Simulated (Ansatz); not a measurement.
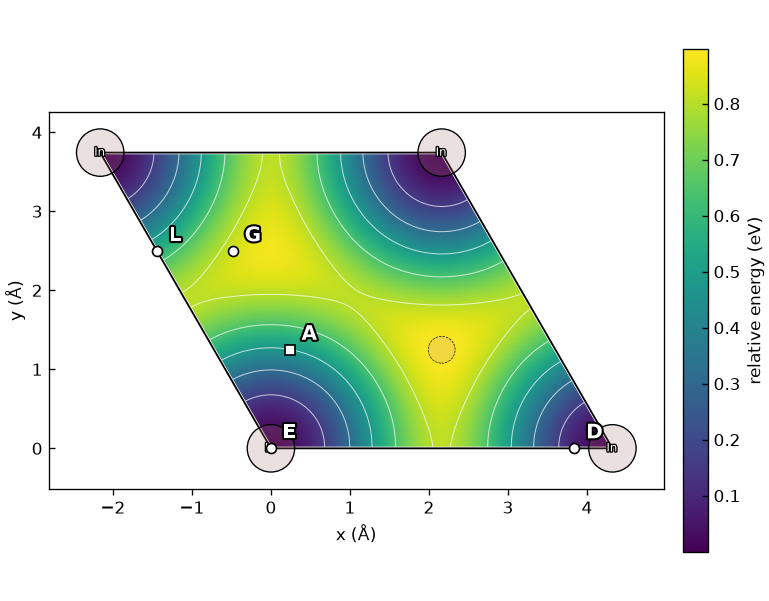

H on an InAs(111) slab cut from the F-43m phase, its upper half relaxed before the scan (4 atoms of substrate and one adsorbate in a 1 × 1 cell). 
- H is moved over the surface cell at a fixed height above a rigid substrate; the origin of the map has the adsorbate above In4; the height is held at 2.50 Å.
- Places are given modulo a cell vector. The map is drawn in real space over the plane of the surface.
- The scan uses a 9 × 9 grid; 19 points were computed and 62 follow by symmetry.
- Energies: eV, counted from the lowest grid point.
- The runs have no spin polarisation, so an open-shell adsorbate far from the surface lies too high. With one adsorbate in each 1 × 1 cell, its nearest image is 4.3 Å away, so neighbouring adsorbates interact. At a fixed height the lowest place need not be the adsorption site.
- The calculation used Ansatz, DFT PBE+D3(BJ), scalar-relativistic, plane waves, PAW. Settings: cutoff 420 eV, k-mesh 6×6×1, gaussian smearing 0.1 eV, no spin polarisation.

The picture shows a smooth colour map with a few white contour lines, labelled circles for the atoms of the top layer and small ones for the second layer, the outline of one cell of the plane, lettered points. Between grid points the surface is interpolated.

**Is A the lowest point of the computed grid?**

No. A lies 0.48 eV above the lowest grid point, which is at the top site over a surface In atom, (0/9, 0/9) of the cell vectors.

**What kind of point is each of A, E, L: minimum, saddle, maximum or slope?**

A: on a slope; E: minimum; L: on a slope. (In these two coordinates alone; a stationary point may lie a little off the grid point.)

**Rank the lettered points by energy, lowest first.**

E (0.00 eV), D (0.08 eV), A (0.48 eV), L (0.57 eV), G (0.84 eV).

PAW datasets: the set soft_1.
